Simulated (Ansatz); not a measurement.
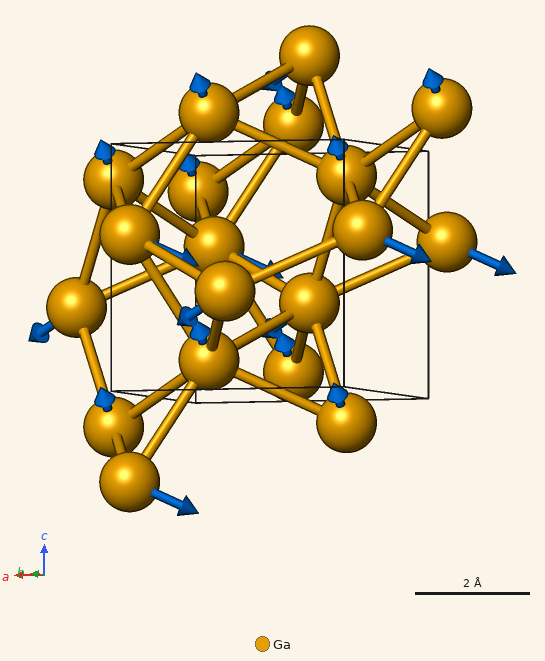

One vibrational mode of a crystal of Ga (a generated structure) at the zone centre. The blue arrows are the displacements of the atoms (eigenvector over the root of the mass), of arbitrary overall length and sign. A ball-and-stick model of the cell of the calculation, seen from a free direction.

Computed with Ansatz 0.2.0, DFT PBE, scalar-relativistic, plane waves, PAW.

The input:
```yaml
crystal:
  lattice:
    - [4.37000636, 0.0, 0.0]
    - [0.0, 4.37000636, 0.0]
    - [0.0, 0.0, 4.37000636]
  atoms:
    - { symbol: Ga, position: [0.875, 0.125, 0.625] }
    - { symbol: Ga, position: [0.375, 0.375, 0.375] }
    - { symbol: Ga, position: [0.125, 0.625, 0.875] }
    - { symbol: Ga, position: [0.625, 0.875, 0.125] }
basis:
  ecutwfc: 420
kpoints:
  mp_grid: { grid: [10, 10, 10] }
hamiltonian:
  xc: pbe
scf:
  occupations: { method: fermi_dirac, width: 0.15 }
output:
  eigenvalues: true
phonons:
  method: dfpt
  eigenvectors: true
  qmesh: [2, 2, 2]
  temperatures: { t_max: 1000, t_step: 100 }
  qpath:
    path:
      - [[0.0, 0.0, 0.0], [0.0, 0.5, 0.0], [0.5, 0.5, 0.0], [0.0, 0.0, 0.0], [0.5, 0.5, 0.5], [0.0, 0.5, 0.0]]
      - [[0.5, 0.5, 0.5], [0.5, 0.5, 0.0]]
    npoints: 8
```

Launched with:
```bash
ansatz run input.yaml --threads 1 --pin off --max-ram 2560MiB --backend cpu --events-out ev --progress --plain --runs-dir out
```

The frequencies depend somewhat on the k-mesh and the smearing.

Q: Describe the mode and give its frequency.

A: This is the T₂ mode (triply degenerate; one member of the set is drawn) at 181 cm⁻¹, the highest optical level, Raman-active by symmetry. Atoms of one kind move against one another, with no net shift of their sublattice.
